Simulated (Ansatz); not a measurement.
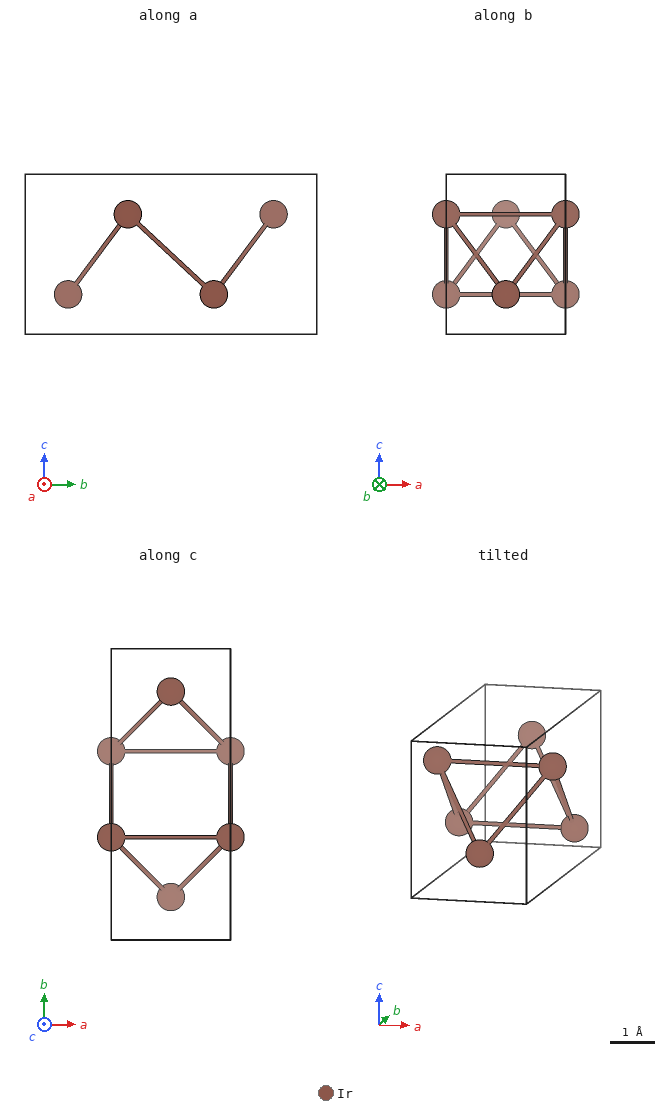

Crystal structure, ball-and-stick style, seen along the a axis, along the b axis, along the c axis and slightly off an axis. Atoms at the boundary of the conventional unit cell (the box) are drawn once for each face, edge or corner they touch.

Lattice parameters: a = 2.7505 Å, b = 6.7194 Å, c = 3.6944 Å, α = 90.000°, β = 90.000°, γ = 90.000°.

> Write down what is shown as a CIF with its space group and independent sites, with free fractional coordinates to two decimals.

```cif
data_structure
_symmetry_space_group_name_H-M 'C m c m'
_symmetry_Int_Tables_number 63
_cell_length_a 2.7505
_cell_length_b 6.7194
_cell_length_c 3.6944
_cell_angle_alpha 90.000
_cell_angle_beta 90.000
_cell_angle_gamma 90.000
_cell_volume 68.28
loop_
_atom_site_label
_atom_site_type_symbol
_atom_site_symmetry_multiplicity
_atom_site_Wyckoff_symbol
_atom_site_fract_x
_atom_site_fract_y
_atom_site_fract_z
_atom_site_occupancy
Ir1 Ir 4 c 0.00 0.35 0.75 1
```

Its origin is a structure type filled with this element by a generator (whether the element takes this form wasn't checked). Earlier steps of the study may have refined or changed the cell and positions. A calculation with Ansatz used it as input.

At this level of theory the cell isn't at rest (stretched, at -18 GPa), so its distances can differ from those at equilibrium, the more so the softer the solid.
